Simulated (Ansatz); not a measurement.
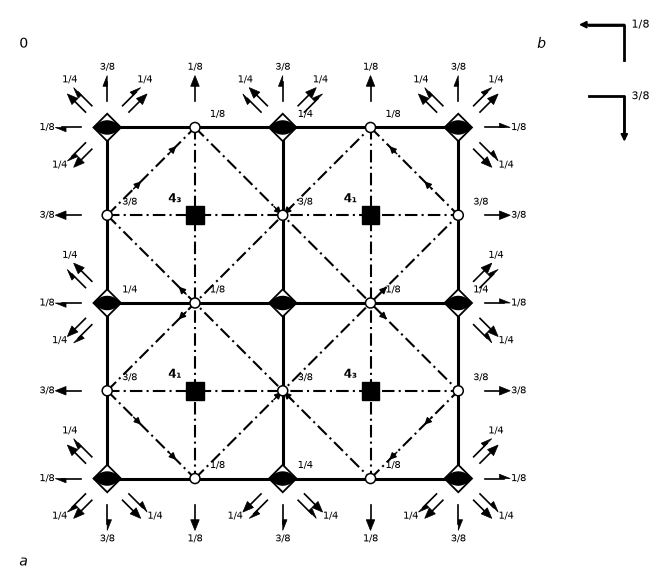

Symmetry elements of a space group, projected down c, computed from the operations of a computed or model structure of composition TiO2, which need not be its known form.

Symbols follow the International Tables: origin at the upper left, the third axis towards the viewer; heavy, dashed, dotted, dash-dotted and dash-dot-dot lines are mirror, in-plane glide, out-of-plane glide, diagonal (n; with arrows d) and double (e) glide planes seen edge on; arrows at the rim are 2 (full head) and 2₁ (half head) axes in the plane; the corner sign is a plane parallel to the page; fractions are heights. Handed screw axes carry their printed symbol instead of tails.

Which space group is it?

Answer. No. 141, I4_1/amd, origin choice 1; body-centred tetragonal, point group 4/mmm, 32 general positions a cell.

List the elements shown.

Answer. −4 axes along c at (0, 0; inversion point at height 0), (0, 1/2; inversion point at height 1/4), (1/2, 0; inversion point at height 1/4), (1/2, 1/2; inversion point at height 0); 4₃ axes along c at (1/4, 1/4), (3/4, 3/4); 4₁ axes along c at (1/4, 3/4), (3/4, 1/4); inversion centres at (0, 1/4; c height 1/8), (0, 3/4; c height 1/8), (1/4, 0; c height 3/8), (1/4, 1/2; c height 3/8), (1/2, 1/4; c height 1/8), (1/2, 3/4; c height 1/8), (3/4, 0; c height 3/8), (3/4, 1/2; c height 3/8); d glide planes holding c and [1 1 0] or [−1 1 0]; mirror planes normal to a, at x = 0, 1/2; n glide planes normal to a, at x = 1/4, 3/4; mirror planes normal to b, at y = 0, 1/2; n glide planes normal to b, at y = 1/4, 3/4; a b glide plane normal to c at height 1/8; an a glide plane normal to c at height 3/8; 2 axes along [1 1 0] at heights 0, 1/4; 2 axes along [−1 1 0] at heights 0, 1/4; 2 axes along a at height 1/8; 2 axes along b at height 3/8; 2₁ axes along [1 1 0] at heights 0, 1/4; 2₁ axes along [−1 1 0] at heights 0, 1/4; 2₁ axes along a at height 3/8; 2₁ axes along b at height 1/8. Heights repeat every half period; positions are (a, b) fractions, modulo 1.
